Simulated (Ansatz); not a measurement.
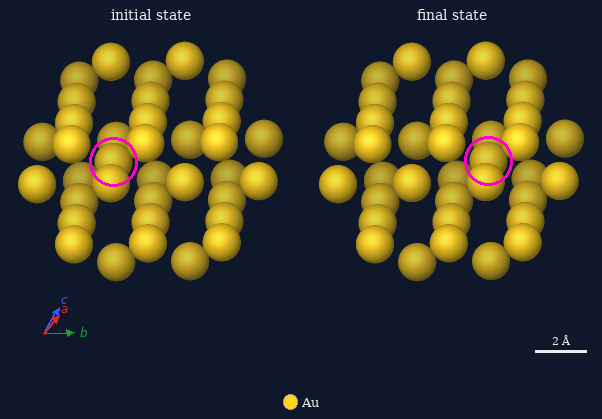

The two relaxed end points of a path for a defect cell of composition Au with an Au vacancy (7 atoms in the cell). Style: spheres-only. Shown: the atoms within 5.7 Å of the middle of the path, from a free direction. The moving atom is ringed, with any periodic copies.

All numbers below come from DFT, PAW plane waves, PBE in Ansatz 0.2.0.

The input:
```yaml
crystal:
  lattice:
    - [0.0, 4.138488, 4.138488]
    - [4.138488, 0.0, 4.138488]
    - [4.138488, 4.138488, 0.0]
  atoms:
    - { symbol: Au, position: [-0.00900533, 0.00301668, -0.00086975] }
    - { symbol: Au, position: [0.00396593, 0.49648618, 0.00123449] }
    - { symbol: Au, position: [-0.00236322, 0.50453747, 0.49796317] }
    - { symbol: Au, position: [0.49771934, 0.00315068, -0.00284154] }
    - { symbol: Au, position: [0.4990827, 0.00569605, 0.49733086] }
    - { symbol: Au, position: [0.50146319, 0.50146625, -0.00425222] }
    - { symbol: Au, position: [0.51035054, 0.49454242, 0.49374745] }
kpoints:
  mp_grid: { grid: [3, 3, 3] }
magnetization:
  spin_polarized: false
scf:
  occupations: { method: gaussian, width: 0.1 }
hamiltonian:
  pseudopotentials: { kind: paw }
  xc: pbe
basis:
  ecutwfc: 420
neb:
  images: 3
  relax_end_points: true
  climbing: true
  f_tol: 0.1
  max_iterations: 40
  order_check: false
  final_atoms:
    - { symbol: Au, position: [-0.00900533, 0.00301668, -0.00086975] }
    - { symbol: Au, position: [0.00396593, 0.49648618, 0.00123449] }
    - { symbol: Au, position: [0.00189812, 0.99876377, 0.50068119] }
    - { symbol: Au, position: [0.49771934, 0.00315068, -0.00284154] }
    - { symbol: Au, position: [0.4990827, 0.00569605, 0.49733086] }
    - { symbol: Au, position: [0.50146319, 0.50146625, -0.00425222] }
    - { symbol: Au, position: [0.51035054, 0.49454242, 0.49374745] }
```

Launched with:
```bash
ansatz run input.yaml --threads 4 --pin off --max-ram 8192MiB --backend cpu --events-out ev --progress --plain --runs-dir out
```

Question: What barrier does the band find between them, and by what path?

Answer: The two ends have the same energy, and the highest point, image 2, lies 0.68 eV above the start. It is a vacancy jump: a nearby atom moves into the empty site and leaves its own site empty. An Au atom travels furthest, 2.92 Å from end to end, along +b, on a straight line. At the highest image its nearest neighbour (Au) is 2.73 Å away, against 2.93 Å at the start, and the surrounding atoms stand up to 0.21 Å off the mean of their end positions. The band converged in 4 iterations. The largest component of the band force went from 1.5 to 0.099 eV/Å. The climbing image converged on the top of the path. Its curvatures weren't checked. The force threshold of 0.1 eV/Å is loose, so the barrier is approximate.

Energies of the converged images:

```json
{"image": "0", "path (Å)": "0.00", "E (eV)": "0.000"}
{"image": "1", "path (Å)": "0.72", "E (eV)": "0.353"}
{"image": "2", "path (Å)": "1.45", "E (eV)": "0.684"}
{"image": "3", "path (Å)": "2.18", "E (eV)": "0.353"}
{"image": "4", "path (Å)": "2.90", "E (eV)": "0.000"}
```

The geometry at the top of the path:

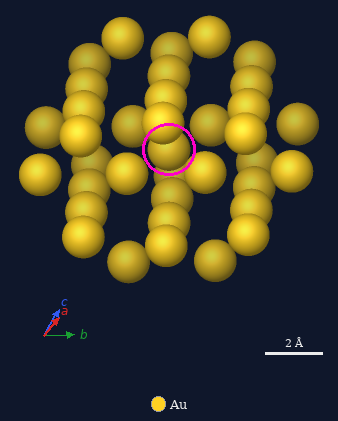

Limits of the set-up: the periodic images lie only 5.9 Å apart, so the values are limited by the cell's size.

Cost: 50 s on 4 threads of Intel(R) Xeon(R) Platinum 8488C (Sapphire Rapids) (shared host), peak memory 0.98 GiB.
